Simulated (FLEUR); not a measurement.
# A series of single points on Pt

System: Pt (Im-3m, 1 atom in the cell).
Method: Kohn-Sham DFT of a periodic cell, PBEsol, all-electron, no spin polarisation (FLEUR MaX-R8.1 (later development tree)).

The 7 runs differ only in the geometry, by an even scaling of the cell at fixed fractional positions. The structure derives from a Materials Project entry.

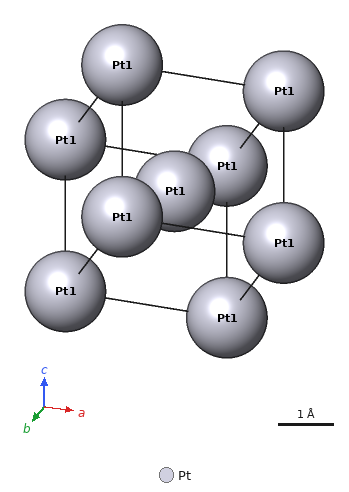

Figure 1. The structure of run 4 (spheres-only view of the cell 2 times as large as that of the calculation, set on its symmetry axes, seen at an oblique angle; atoms are numbered from 1 in the order of the input). An atom can appear more than once, as a periodic image.

### Input of run 4
```
<?xml version="1.0" encoding="UTF-8" standalone="no"?>
<fleurInput fleurInputVersion="0.39">
   <comment>
      Pt                                                                                                  
   </comment>
   <calculationSetup>
      <cutoffs Kmax="4.17" Gmax="12.9" GmaxXC="12.9" numbands="0"/>
      <scfLoop itmax="60" minDistance="0.00001" maxIterBroyd="15" imix="Anderson" alpha="0.05" precondParam="0.0" spinf="2.0" sdNocoIR="T"/>
      <coreElectrons ctail="T" frcor="F" kcrel="0" coretail_lmax="0"/>
      <xcFunctional name="PBEs" relativisticCorrections="F"/>
      <magnetism jspins="1"/>
      <soc l_soc="F" theta="0.0" phi="0.0" spav="F"/>
      <expertModes spex="0" secvar="F"/>
      <geometryOptimization l_f="T" forcealpha="1.0" forcemix="BFGS" epsdisp="0.0005" epsforce="0.0002"/>
      <ldaU l_linMix="F" mixParam="0.05" spinf="1.0"/>
   </calculationSetup>
   <cell>
      <bzIntegration valenceElectrons="18.0" mode="hist" fermiSmearingEnergy="0.00183747">
         <kPointListSelection listName="default-1"/>
         <!-- k-points included here -->
         <xi:include xmlns:xi="http://www.w3.org/2001/XInclude" href="kpts.xml"> </xi:include>
      </bzIntegration>
      <!-- symmetry operations included here -->
      <xi:include xmlns:xi="http://www.w3.org/2001/XInclude" href="sym.xml"> </xi:include>
      <bulkLattice scale="1.0">
         <bravaisMatrix>
            <row-1>   -2.9937419211138119     2.9937419211138119     2.9937419211138119</row-1>
            <row-2>    2.9937419211138119    -2.9937419211138119     2.9937419211138119</row-2>
            <row-3>    2.9937419211138119     2.9937419211138119    -2.9937419211138119</row-3>
         </bravaisMatrix>
      </bulkLattice>
   </cell>
   <atomSpecies>
      <species name="Platinum (Pt)" element="Pt" atomicNumber="78">
         <mtSphere radius="2.35" gridPoints="793" logIncrement="0.017"/>
         <atomicCutoffs lmax="10" lnonsphr="10"/>
         <electronConfig flipSpins="F">
            <coreConfig>(1s1/2) (2s1/2) (2p1/2) (2p3/2) (3s1/2) (3p1/2) (3p3/2) (4s1/2) (3d3/2) (3d5/2) (4p1/2) (4p3/2) (4d3/2) (4d5/2) (4f5/2) (4f7/2)</coreConfig>
            <valenceConfig>(5s1/2) (5p1/2) (5p3/2) (6s1/2) (5d3/2) (5d5/2)</valenceConfig>
            <stateOccupation state="(6s1/2)" spinUp="0.500000" spinDown="0.500000"/>
            <stateOccupation state="(5d3/2)" spinUp="1.800000" spinDown="1.800000"/>
            <stateOccupation state="(5d5/2)" spinUp="2.700000" spinDown="2.700000"/>
         </electronConfig>
         <energyParameters s="6" p="6" d="5" f="5"/>
         <lo type="SCLO" l="0" n="5" eDeriv="0"/>
         <lo type="SCLO" l="1" n="5" eDeriv="0"/>
         <lo type="SCLO" l="1" n="5" eDeriv="1"/>
         <lo type="SCLO" l="2" n="5" eDeriv="2"/>
         <lo type="SCLO" l="3" n="5" eDeriv="2"/>
      </species>
   </atomSpecies>
   <atomGroups>
      <atomGroup species="Platinum (Pt)">
         <relPos label="                   1">.0000000000 .0000000000 .0000000000</relPos>
         <force calculate="T" relaxXYZ="TTT"/>
      </atomGroup>
   </atomGroups>
   <output dos="F" band="F" slice="F">
      <checks vchk="F" cdinf="F"/>
      <bandDOS minEnergy="-.5*Htr" maxEnergy="0.5*Htr" sigma="0.015" storeEVData="T"/>
      <vacuumDOS vacdos="F" integ="F" star="F" nstars="0" locx1="0.0" locy1="0.0" locx2="0.0" locy2="0.0" nstm="0" tworkf="0.0"/>
      <unfoldingBand unfoldBand="F" supercellX="1" supercellY="1" supercellZ="1"/>
      <plotting iplot="0" polar="F">
         <plot TwoD="T" vec1="  1.0  0.0  0.0" vec2="  0.0  1.0  0.0" vec3="  0.0  0.0  1.0" zero="  0.0  0.0  0.0" file="plot"/>
      </plotting>
      <chargeDensitySlicing numkpt="0" minEigenval="0.0" maxEigenval="0.0" nnne="0" pallst="F"/>
      <specialOutput eonly="F"/>
      <moessbauerParams electricFieldGradient="T" isomerShift="T" coreHyperfine="T" valenceHyperfine="T"/>
      <magneticCircularDichroism mcd="F" energyLo="-10.0" energyUp="0.0"/>
   </output>
  <!-- We include the file relax.xml here to enable relaxations (see documentation) -->
  <xi:include xmlns:xi="http://www.w3.org/2001/XInclude" href="relax.xml"> <xi:fallback/> </xi:include>
</fleurInput>
```

Command:
```bash
inpgen -f crystal.txt -profile fastHighL; fleur_MPI
```

Lattice vectors (Å) and fractional positions of run 4:
```
  -1.584220    1.584220    1.584220
   1.584220   -1.584220    1.584220
   1.584220    1.584220   -1.584220
Pt  0.000000  0.000000  0.000000
```

Run 6 has the same physical settings and fractional positions; its lattice vectors (Å) are:
```
  -1.605067    1.605067    1.605067
   1.605067   -1.605067    1.605067
   1.605067    1.605067   -1.605067
```

### Results, with one run withheld

```tsv
run	volume per atom (Å³)	free energy per atom, from the lowest run given (meV)
1	14.950	3.31
2	15.268	0.00
3	15.586	7.86
4	15.904	25.54
5	16.222	51.69
6	16.540	?
7	16.858	125.59
```

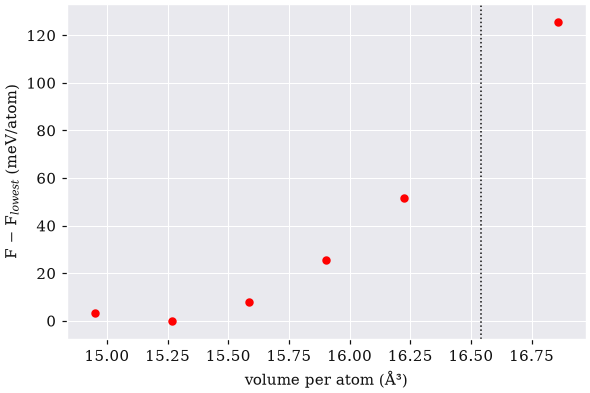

Figure 2. Free energy per atom of the runs given; the dotted line marks run 6.

Fit the runs given and predict run 6.

A cubic polynomial in V^(−2/3) (the Birch–Murnaghan form), fitted to the 6 runs given, misses them by at most 0.03 meV per atom. With x = V^(−2/3) − 0.15897 Å⁻², it reads F = 17.381 − 8711.4 x + 1.0559e+06 x² + 4.5536e+06 x³ (meV per atom). At run 6 it gives 85.38 meV per atom, and the run itself gives 85.26. The fit has its minimum at 15.197 Å³ per atom, where V d²F/dV² gives 277 GPa: the bulk modulus at this level, since symmetry fixes the shape and the positions.

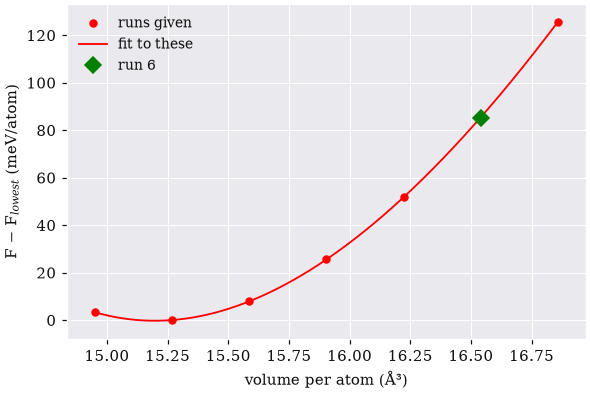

Figure 3. The fit and the withheld run.

### Output (run 6)
```
Welcome to FLEUR        (www.flapw.de)
      MaX-Release 8.1          (www.max-centre.eu)

 ========== k-point set info ==========
 Selected k-point list: default-1
 k-point list type: mesh
 12 x 12 x 12
 Number of k points: 72

 ------------Calculation Setup---------------------------
 Number of MPI-tasks      :            1
 Number of PE/node        :            1
 Number of OMP-threads    :            1
 Most efficient MPI parallelization for:
           1           2           3           4           6           8           9          12          18          24          36          72
 Additional eigenvalue parallelization possible
 Number of basis functions:          183
 Approximate size of matrices (H+S) per k-point:         0.000 GB
 --------------------------------------------------------

 Iteration:     1   Distance:      18.06334408 me/bohr^3

 Iteration:     2   Distance:      16.23494476 me/bohr^3

 Iteration:     3   Distance:       7.13355765 me/bohr^3

 Iteration:     4   Distance:       3.47085532 me/bohr^3

 Iteration:     5   Distance:       3.81917169 me/bohr^3

 Iteration:     6   Distance:       0.23742207 me/bohr^3

 Iteration:     7   Distance:       0.32814872 me/bohr^3

 Iteration:     8   Distance:       0.01665120 me/bohr^3

 Iteration:     9   Distance:       0.01895622 me/bohr^3

 Iteration:    10   Distance:       0.00372585 me/bohr^3

 Iteration:    11   Distance:       0.00013390 me/bohr^3

 Iteration:    12   Distance:       0.00012608 me/bohr^3

 Iteration:    13   Distance:       0.00000127 me/bohr^3

 ********************************************************************
 Run finished successfully
 Stop message:
   all done
 ********************************************************************
```

Notes: Spin–orbit coupling is left out, which matters for Pt.
